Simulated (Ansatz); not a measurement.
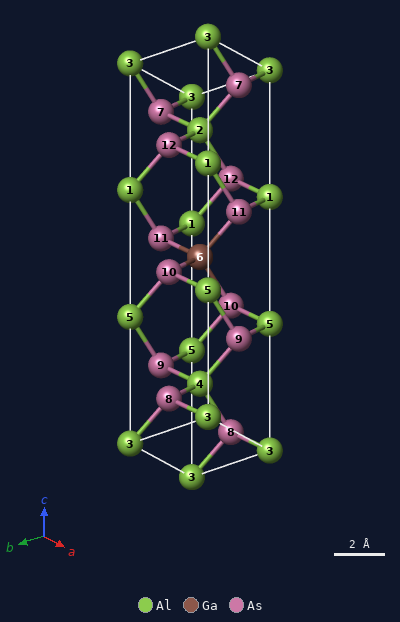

**Figure 1.** The starting structure (ball-and-stick view of the cell of the calculation, seen at an oblique angle; atoms are numbered from 1 in the order of the input). An atom can appear more than once, as a periodic image. Near neighbours in the periodic cell (some may lie outside the picture): Al has 4 As at 2.48 Å; Ga has 4 As at 2.49 Å; As has 4 Al at 2.48 Å; As has 2 Al at 2.48 Å and 2 Ga at 2.49 Å.

Run report: Al5GaAs6, geometry relaxation

Al5GaAs6 (P-4m2, 12 atoms in the cell), computed with DFT PBE, scalar-relativistic, plane waves, PAW, no spin polarisation (Ansatz 0.2.0).

The structure was made by a generator, so it may or may not be a known phase. Figures and captions count atoms from 1; the log counts them from 0 in places.

The program's output:
```
Engine: ansatz 0.2.0, x86_64-unknown-linux-gnu
Pseudopotentials: kind: paw
Pseudopotential: Al, paw, valence charge 3, recommended cutoff 420 eV (normal), Al.paw.azcp
Pseudopotential: Ga, paw, valence charge 13, recommended cutoff 420 eV (normal), Ga.paw.azcp
Pseudopotential: As, paw, valence charge 15, recommended cutoff 420 eV (normal), As.paw.azcp
Functional definition: PBE
  parameter kappa = 0.804
  parameter beta = 0.06672455060314922
  exchange = pbe_x(kappa = kappa, mu = beta*pi^2/3)
  correlation = pbe_c(beta = beta)
Crystal: 12 atoms, lattice volume = 282.401 Å³
Basis set: ecut = 420 eV, 5561 PW (Γ), exchange–correlation on 60×60×240 points (8 copies of the dense FFT grid, shifted against one another)
Bands: 71, of which v1, the nominal top of the filled ones, is band 59 counted from 1 (58 counted from 0)
Symmetry: 8 space group operations
Space group: P-4m2 (ITA 115), of the structure as read, at distance tolerance 6.6e-5 Å
k-points: 30 of 128
Non-local potential: Al, projectors of the file, l = 0: 2, l = 1: 2, l = 2: 1
Non-local potential: Ga, projectors of the file, l = 0: 2, l = 1: 2, l = 2: 3, l = 3: 1
Non-local potential: As, projectors of the file, l = 0: 2, l = 1: 2, l = 2: 3, l = 3: 1
PAW form: soft (Blöchl's): semilocal exchange-correlation on the pseudo side does not see the compensation charge
PAW one-centre angular grid: Al, 110 points (default); XC on 64 Gauss nodes
PAW one-centre angular grid: Ga, 590 points (default); XC on 64 Gauss nodes
PAW one-centre angular grid: As, 590 points (default); XC on 64 Gauss nodes
Initial density: superposition of atomic densities (neutral atoms: chi_scale 0, normalization atom), corrected by the library's trained network
Initial wavefunctions: pseudopotential atomic-orbital guess
Functional: x = pbe(κ = 0.804, μ = 0.2195149727645171), c = pbe(β = 0.06672455060314922)
SCF iter   1: F=—  HF=-35612.926642 eV  |F-HF|=—  |Δ(HF+E_count)|=         —  Δρ=1.80e-3  dr2=1.91e-2  ethr=1.77e-3  ⟨swp⟩=6.7  Hψ=8119  notcnv=0  defer=4
preconditioner: auto → Resta (q_TF=auto, 2.359 Å⁻¹)  ε∞=3.9  [insulator: Δε(μ)=1.388 eV  Ē_g=9.942 eV  σ=0.020 eV  W_gap=1.00  n_scr=68 (ndim 8)  ℏωp=16.8 eV  f_vac=0.019  D(μ)=0.00/eV (n_scr^D=0)  ε∞_Penn≈3.9]
SCF iter   2: F=—  HF=-35612.920957 eV  |F-HF|=—  |Δ(HF+E_count)|=   5.68e-3  Δρ=9.28e-4  dr2=4.60e-3  ethr=1.62e-5  ⟨swp⟩=2.1  Hψ=3523  notcnv=0  defer=172
SCF iter   3: F=—  HF=-35612.920577 eV  |F-HF|=—  |Δ(HF+E_count)|=   3.81e-4  Δρ=4.20e-4  dr2=6.04e-4  ethr=3.90e-6  ⟨swp⟩=2.0  Hψ=3011  notcnv=0  defer=172
SCF iter   4: F=—  HF=-35612.920343 eV  |F-HF|=—  |Δ(HF+E_count)|=   2.34e-4  Δρ=1.52e-4  dr2=1.13e-4  ethr=5.12e-7  ⟨swp⟩=2.0  Hψ=3425  notcnv=0  defer=172
SCF iter   5: F=—  HF=-35612.920410 eV  |F-HF|=—  |Δ(HF+E_count)|=   6.75e-5  Δρ=5.16e-5  dr2=1.73e-5  ethr=9.61e-8  ⟨swp⟩=2.0  Hψ=2828  notcnv=0  defer=172
SCF iter   6: F=—  HF=-35612.920629 eV  |F-HF|=—  |Δ(HF+E_count)|=   2.19e-4  Δρ=2.67e-5  dr2=3.07e-6  ethr=1.47e-8  ⟨swp⟩=2.0  Hψ=3728  notcnv=0  defer=172
SCF iter   7: F=—  HF=-35612.920631 eV  |F-HF|=—  |Δ(HF+E_count)|=   2.03e-6  Δρ=7.89e-6  dr2=1.32e-7  ethr=2.61e-9  ⟨swp⟩=2.0  Hψ=3332  notcnv=0  defer=172
SCF iter   8: F=-35612.920631 eV  HF=-35612.920631 eV  |F-HF|=9.04e-9  |Δ(HF+E_count)|=   4.74e-7  Δρ=1.52e-6  dr2=9.31e-9  ethr=8.47e-11  ⟨swp⟩=13.5  Hψ=13716  notcnv=0
SCF 1 converged in 8 iterations: F = -35612.920631 eV  dr2 = 9.31e-9
  greatest PAW one-centre occupation: 0.999 electrons in one spin orbital (limit 2), on the As atom at site 9 (counted from 0), in its partial waves of l = 2
relax step   1: F+E_penalty+E_count = -35612.92063147 eV  Δ(F+E_penalty+E_count) = +0.000e0 eV  max|allowed force component| = 1.336e-3 eV/Å  Δτ_max = 0.0000 Å  P = -0.001 GPa  Ω = 282.401 Å³  (8 SCF iters, dr2 threshold 1.00e-7 eV, accepted)
Initial density: handed on by an earlier stage of this run
Initial wavefunctions: pseudopotential atomic-orbital guess (no wavefunctions were taken with the density)
iter 1 solved again at ethr=8.31e-8 eV; its pass at ethr=3.10e-3 eV (dr2=9.80e-5 eV) is discarded
SCF iter   1: F=—  HF=-35612.920425 eV  |F-HF|=—  |Δ(HF+E_count)|=         —  Δρ=1.89e-6  dr2=1.07e-8  ethr=8.31e-8  ⟨swp⟩=3.1  Hψ=13158  notcnv=0
eigensolver tolerance schedule: the retry pair's looser diagonalisation over-reported the residual by 9159.44 of it (diagonalisation noise at 0.33 of the residual, at the tolerance the schedule requests for it); recorded, not acted on — ethr = c·dr2/N_el stays at c = 1.0e-1
preconditioner: auto → Resta (q_TF=auto, 2.359 Å⁻¹)  ε∞=3.9  [insulator: Δε(μ)=1.397 eV  Ē_g=9.955 eV  σ=0.020 eV  W_gap=1.00  n_scr=68 (ndim 8)  ℏωp=16.8 eV  f_vac=0.015  D(μ)=0.00/eV (n_scr^D=0)  ε∞_Penn≈3.9]
SCF iter   2: F=—  HF=-35612.920631 eV  |F-HF|=—  |Δ(HF+E_count)|=   2.06e-4  Δρ=1.11e-6  dr2=3.99e-9  ethr=9.07e-12  ⟨swp⟩=3.0  Hψ=4752  notcnv=0
SCF iter   3: F=—  HF=-35612.920631 eV  |F-HF|=—  |Δ(HF+E_count)|=   3.05e-9  Δρ=6.69e-7  dr2=1.34e-9  ethr=3.38e-12  ⟨swp⟩=2.0  Hψ=2968  notcnv=0
SCF iter   4: F=—  HF=-35612.920631 eV  |F-HF|=—  |Δ(HF+E_count)|=   3.49e-9  Δρ=2.46e-7  dr2=2.13e-10  ethr=1.13e-12  ⟨swp⟩=2.0  Hψ=3000  notcnv=0
SCF iter   5: F=-35612.920631 eV  HF=-35612.920631 eV  |F-HF|=3.64e-11  |Δ(HF+E_count)|=  2.47e-10  Δρ=9.80e-8  dr2=3.76e-11  ethr=1.00e-12  ⟨swp⟩=6.2  Hψ=9242  notcnv=0
SCF 2 converged in 5 iterations: F = -35612.920631 eV  dr2 = 3.76e-11
relax step   2: F+E_penalty+E_count = -35612.92063149 eV  Δ(F+E_penalty+E_count) = -1.547e-8 eV  max|allowed force component| = 1.341e-3 eV/Å  Δτ_max = 0.0000 Å  P = -0.001 GPa  Ω = 282.401 Å³  stress off target by 7.12e-3 GPa  SCF on the basis re-selected at this cell (its energy is not comparable with the rows above)  (5 SCF iters)
```

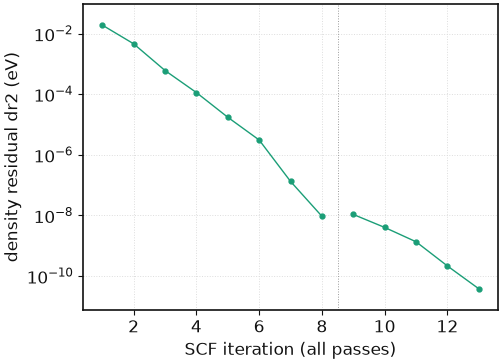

**Figure 2.** Convergence of the self-consistent field: density residual dr2 against the SCF iteration. The dotted lines part the SCF passes of the relaxation: geometry steps, rejected trials and re-solves on a re-selected basis. The passes take 8 and 5 iterations.

```
basis re-selected at this cell: Δ(F+E_penalty+E_count) = -1.547e-8 eV, ΔP = +0.000 GPa vs the last step (what re-selecting the basis moved, of the pressure what is left beyond the Pulay correction that the steps carried, after the strain that the cell walked since its last selection, with what the two solves' SCF thresholds leave and, on support functions, any second-order correction that the steps lacked; it is no measure of the basis error at this ecutwfc). This SCF's stress stands 7.12e-3 GPa from its target on what of the cell is left free (relax.cell.stress_tol is 5.00e-2 GPa) and its largest allowed force component is 1.34e-3 eV/Å (relax.f_tol is 1.00e-2 eV/Å): within both
SCF converged after 5 iterations
Free energy (F): -35612.920631 eV
Harris-Foulkes:  -35612.920631 eV  (|F-HF|=3.64e-11)
Internal energy: -35612.920631 eV  (E = F + TS)
E sigma→0 (E₀):  -35612.920631 eV
Fermi energy:    6.950570 eV
--- Per-component energies (eV) ---
  E_band       = -1699.954184
  E_kinetic    = 847.030448
  E_local      = -15986.095569  (includes V_loc(G=0)·N_el)
  E_nonlocal   = -3545.751341
  E_hartree    = 8351.551254
  E_xc         = -740.938665
  E_vxc        = -675.694929  (∫ρ·V_xc dr)
  E_paw        = -15339.900396  (= ΣΔE_a)
  E_vpaw       = 957.454882  (= ΣTr[D̂ρ^β])
  E_aug_tail   = -0.000078  (compensation charges beyond the density's cutoff)
  E_ewald      = -9198.816285
  E_smearing   = -0.000000  (= −TS)
  E_closure    = 0.000000  (closes the sum)
  Σ components = -35612.920631   (vs F -35612.920631, Δ=0.00e0)
--- Forces (eV/Å), atoms counted from 1 ---
  atom   1  Al     0.00000000     0.00000000     0.00134121
  atom   2  Al    -0.00000000     0.00000000    -0.00025667
  atom   3  Al    -0.00000000     0.00000000     0.00000000
  atom   4  Al    -0.00000000     0.00000000     0.00025667
  atom   5  Al    -0.00000000     0.00000000    -0.00134121
  atom   6  Ga     0.00000000     0.00000000     0.00000000
  atom   7  As    -0.00000000     0.00000000    -0.00004691
  atom   8  As     0.00000000     0.00000000     0.00004691
  atom   9  As     0.00000000     0.00000000     0.00021039
  atom  10  As    -0.00000000     0.00000000     0.00005318
  atom  11  As    -0.00000000     0.00000000    -0.00005318
  atom  12  As     0.00000000     0.00000000    -0.00021039
  max |Σ_I F_I| component: 1.51e-28 eV/Å
--- Stress (GPa, compression-positive) ---
       -0.004592       0.000000      -0.000000
        0.000000      -0.004592       0.000000
       -0.000000       0.000000       0.007121
  P = ⅓ Tr σ = -0.0007 GPa (-0.007 kbar)
--- Band table (eV; the first three rows and the last of 30) ---
  k-point 0: bands = ["-28.3405", "-28.3405", "-28.3400", "-28.3398", "-28.3193", "-28.3190", "-28.3155", "-28.3155", "-28.3091", "-28.3090", "-28.2071", "-28.2068", "-28.2063", "-28.2063", "-28.2058", "-28.2058", "-28.2057", "-28.2057", "-28.2050", "-28.2050", "-28.2048", "-28.2048", "-28.1977", "-28.1974", "-28.1970", "-28.1969", "-28.1969", "-28.1967", "-28.1957", "-28.1957", "-8.1802", "-8.1114", "-8.1114", "-8.0745", "-8.0588", "-5.5626", "-5.2317", "-5.1481", "-4.3193", "-4.2523", "-3.6192", "0.6869", "1.7314", "1.9968", "4.0086", "4.0794", "4.0794", "4.2473", "4.4402", "4.4402", "4.4764", "4.4764", "5.4151", "5.4151", "5.5013", "5.5013", "6.2387", "6.2519", "6.2519", "7.6490", "7.7419", "8.1639", "8.3043", "8.4520", "9.1091", "9.1747", "9.3692", "9.4487", "9.7831", "9.8679", "10.3960"]
  k-point 1: bands = ["-28.3405", "-28.3405", "-28.3400", "-28.3398", "-28.3193", "-28.3190", "-28.3155", "-28.3155", "-28.3091", "-28.3090", "-28.2071", "-28.2068", "-28.2063", "-28.2063", "-28.2058", "-28.2058", "-28.2057", "-28.2057", "-28.2050", "-28.2050", "-28.2048", "-28.2048", "-28.1977", "-28.1974", "-28.1970", "-28.1969", "-28.1969", "-28.1967", "-28.1957", "-28.1957", "-8.1802", "-8.1114", "-8.1114", "-8.0745", "-8.0588", "-5.5159", "-5.4086", "-4.8201", "-4.7440", "-3.8541", "-3.7939", "0.8699", "1.1959", "2.8007", "3.0560", "4.1653", "4.1653", "4.1863", "4.1863", "4.8755", "4.8755", "4.9322", "4.9322", "5.2779", "5.4853", "5.9289", "5.9289", "6.0693", "6.0693", "7.7683", "7.9494", "8.2480", "8.6359", "8.7315", "8.7418", "8.7927", "8.8689", "9.8411", "9.8665", "10.0817", "10.0840"]
  k-point 2: bands = ["-28.3406", "-28.3405", "-28.3399", "-28.3397", "-28.3194", "-28.3190", "-28.3155", "-28.3155", "-28.3090", "-28.3089", "-28.2070", "-28.2067", "-28.2063", "-28.2063", "-28.2057", "-28.2057", "-28.2057", "-28.2057", "-28.2051", "-28.2050", "-28.2049", "-28.2048", "-28.1976", "-28.1974", "-28.1971", "-28.1969", "-28.1969", "-28.1967", "-28.1958", "-28.1958", "-8.1773", "-8.1166", "-8.1112", "-8.0733", "-8.0599", "-5.4608", "-5.1401", "-5.0599", "-4.2666", "-4.2003", "-3.6141", "0.7395", "1.6104", "1.8590", "3.4499", "3.5724", "3.6161", "4.1301", "4.1722", "4.1729", "4.5217", "4.5571", "5.1562", "5.4488", "5.5313", "5.5540", "5.5936", "5.9517", "6.2153", "8.0503", "8.3572", "8.5993", "8.7024", "9.1201", "9.2660", "9.4192", "9.7503", "9.7630", "10.1011", "10.1802", "10.3969"]
  k-point 29: bands = ["-28.3415", "-28.3403", "-28.3385", "-28.3385", "-28.3197", "-28.3197", "-28.3163", "-28.3154", "-28.3079", "-28.3079", "-28.2069", "-28.2069", "-28.2063", "-28.2059", "-28.2052", "-28.2052", "-28.2050", "-28.2050", "-28.2049", "-28.2049", "-28.2039", "-28.2039", "-28.1975", "-28.1975", "-28.1969", "-28.1969", "-28.1962", "-28.1962", "-28.1962", "-28.1962", "-8.1601", "-8.1601", "-8.0897", "-8.0771", "-8.0617", "-3.6453", "-3.6453", "-3.6325", "-3.6325", "-3.5438", "-3.5438", "0.0758", "0.9335", "0.9339", "0.9677", "1.1077", "1.1852", "3.1373", "3.1850", "3.4767", "3.4767", "3.8131", "3.8312", "3.8376", "3.8617", "3.9017", "3.9017", "3.9086", "3.9086", "8.1623", "8.1623", "8.3211", "8.3211", "8.6066", "8.9756", "8.9824", "9.2045", "10.6309", "10.6309", "11.4447", "11.6494"]
--- Relaxed structure (1 steps of the walk, 1 accepted, 1 SCFs on fresh bases) ---
  F+E_penalty+E_count = -35612.92063149 eV   max|allowed force component| = 1.341e-3 eV/Å   (the final SCF, on the basis selected at the relaxed cell)
  cell:  # Å, volume = 282.4005 Å³
    - [4.0541471, 0.0, 0.0]
    - [0.0, 4.0541471, 0.0]
    - [0.0, 0.0, 17.1817152]
  atoms:
    - { symbol: Al, position: [0.0, 0.0, 0.666894] }
    - { symbol: Al, position: [0.5, 0.5, 0.833458] }
    - { symbol: Al, position: [0.0, 0.0, 0.0] }
    - { symbol: Al, position: [0.5, 0.5, 0.166542] }
    - { symbol: Al, position: [0.0, 0.0, 0.333106] }
    - { symbol: Ga, position: [0.5, 0.5, 0.5] }
    - { symbol: As, position: [0.5, 0.0, 0.916733] }
    - { symbol: As, position: [0.0, 0.5, 0.083267] }
    - { symbol: As, position: [0.5, 0.0, 0.249829] }
    - { symbol: As, position: [0.0, 0.5, 0.416049] }
    - { symbol: As, position: [0.5, 0.0, 0.583951] }
    - { symbol: As, position: [0.0, 0.5, 0.750171] }
```

Trajectory as extended XYZ (Å, eV, eV/Å), 2 frames, from step=1 to step=2:
```
12
Lattice="4.0541 0.0000 0.0000 0.0000 4.0541 0.0000 0.0000 0.0000 17.1817" Properties=species:S:1:pos:R:3:forces:R:3 step=1 energy=-35612.92063 pressure_GPa=-0.00
Al    0.0000    0.0000   11.4584    0.0000   0.0000   0.0013
Al    2.0271    2.0271   14.3202    0.0000   0.0000  -0.0003
Al    0.0000    0.0000    0.0000    0.0000   0.0000   0.0000
Al    2.0271    2.0271    2.8615    0.0000   0.0000   0.0003
Al    0.0000    0.0000    5.7233    0.0000   0.0000  -0.0013
Ga    2.0271    2.0271    8.5909    0.0000   0.0000   0.0000
As    2.0271    0.0000   15.7510    0.0000   0.0000   0.0000
As    0.0000    2.0271    1.4307    0.0000   0.0000   0.0000
As    2.0271    0.0000    4.2925    0.0000   0.0000   0.0002
As    0.0000    2.0271    7.1484    0.0000   0.0000   0.0001
As    2.0271    0.0000   10.0333    0.0000   0.0000  -0.0001
As    0.0000    2.0271   12.8892    0.0000   0.0000  -0.0002
12
Lattice="4.0541 0.0000 0.0000 0.0000 4.0541 0.0000 0.0000 0.0000 17.1817" Properties=species:S:1:pos:R:3:forces:R:3 step=2 energy=-35612.92063 pressure_GPa=-0.00
Al    0.0000    0.0000   11.4584    0.0000   0.0000   0.0013
Al    2.0271    2.0271   14.3202    0.0000   0.0000  -0.0003
Al    0.0000    0.0000    0.0000    0.0000   0.0000   0.0000
Al    2.0271    2.0271    2.8615    0.0000   0.0000   0.0003
Al    0.0000    0.0000    5.7233    0.0000   0.0000  -0.0013
Ga    2.0271    2.0271    8.5909    0.0000   0.0000   0.0000
As    2.0271    0.0000   15.7510    0.0000   0.0000   0.0000
As    0.0000    2.0271    1.4307    0.0000   0.0000   0.0000
As    2.0271    0.0000    4.2925    0.0000   0.0000   0.0002
As    0.0000    2.0271    7.1484    0.0000   0.0000   0.0001
As    2.0271    0.0000   10.0333    0.0000   0.0000  -0.0001
As    0.0000    2.0271   12.8892    0.0000   0.0000  -0.0002
```

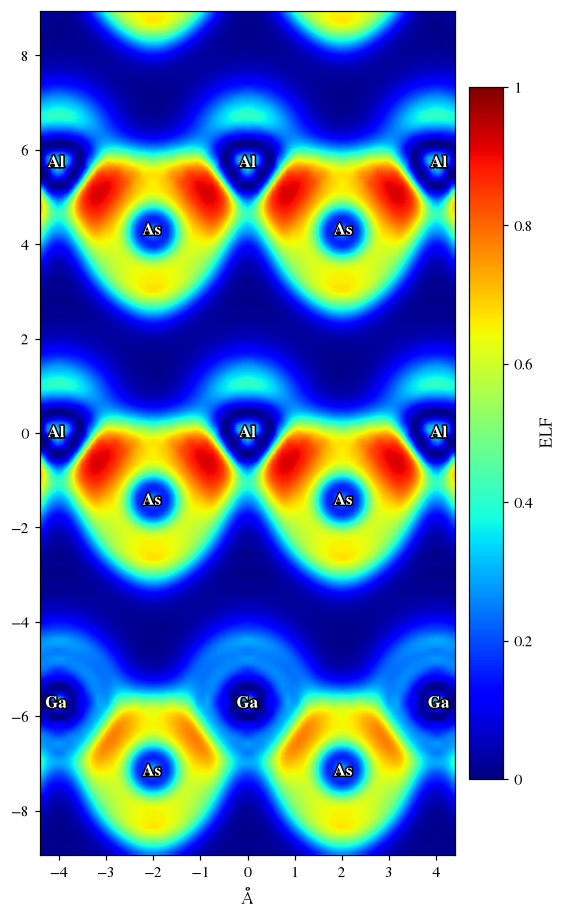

**Figure 3.** ELF on the (010) plane of the conventional cell. Atoms in the plane: Al, Ga and As. Ga–As (2.49 Å): the ELF peaks at about 0.80 between the atoms (a covalent bond). The fields are those of the smooth PAW valence density.

The run was set up as follows.

The input:
```yaml
crystal:
  lattice:
    - [4.0541471, 0.0, 0.0]
    - [0.0, 4.0541471, 0.0]
    - [0.0, 0.0, 17.1817152]
  atoms:
    - { symbol: Al, position: [0.0, 0.0, 0.666894] }
    - { symbol: Al, position: [0.5, 0.5, 0.833458] }
    - { symbol: Al, position: [0.0, 0.0, 0.0] }
    - { symbol: Al, position: [0.5, 0.5, 0.166542] }
    - { symbol: Al, position: [0.0, 0.0, 0.333106] }
    - { symbol: Ga, position: [0.5, 0.5, 0.5] }
    - { symbol: As, position: [0.5, 0.0, 0.916733] }
    - { symbol: As, position: [0.0, 0.5, 0.083267] }
    - { symbol: As, position: [0.5, 0.0, 0.249829] }
    - { symbol: As, position: [0.0, 0.5, 0.416049] }
    - { symbol: As, position: [0.5, 0.0, 0.583951] }
    - { symbol: As, position: [0.0, 0.5, 0.750171] }
basis:
  ecutwfc: 420
kpoints:
  mp_grid: { grid: [8, 8, 2] }
hamiltonian:
  xc: pbe
scf:
  occupations: { method: gaussian, width: 0.02 }
output:
  forces: true
  stress: true
  eigenvalues: true
  write_density: true
  write_potential: true
  elf: true
  volumetric_format: npy
relax:
  adjacent_minimum: "off"
  f_tol: 0.01
  max_steps: 80
  cell: { stress_tol: 0.05 }
```

Command:
```bash
ansatz run input.yaml --threads 4 --pin off --max-ram 8192MiB --backend cpu --events-out ev --progress --plain --runs-dir out
```

Summary:

- outcome: converged
- space group (tolerance 0.01 Å): P-4m2 (115)
- electrons treated: 118
- free energy: −35612.9206 eV
- Fermi energy: 6.951 eV
- gap on the k-point mesh: 1.40 eV
- pressure: 0.00 GPa
- final volume: 282.40 Å³
- largest force (length of the vector) at the end: 0.001 eV/Å
- final cell: a = 4.054 Å, b = 4.054 Å, c = 17.182 Å, α = 90.00°, β = 90.00°, γ = 90.00°
- hardware: 4 threads of Intel Xeon @ 2.50GHz (Skylake/Cascade Lake), 176 GiB of memory available, shared host
- wall time: 36 s (CPU time 2.2 min)
- peak memory: 1 GiB
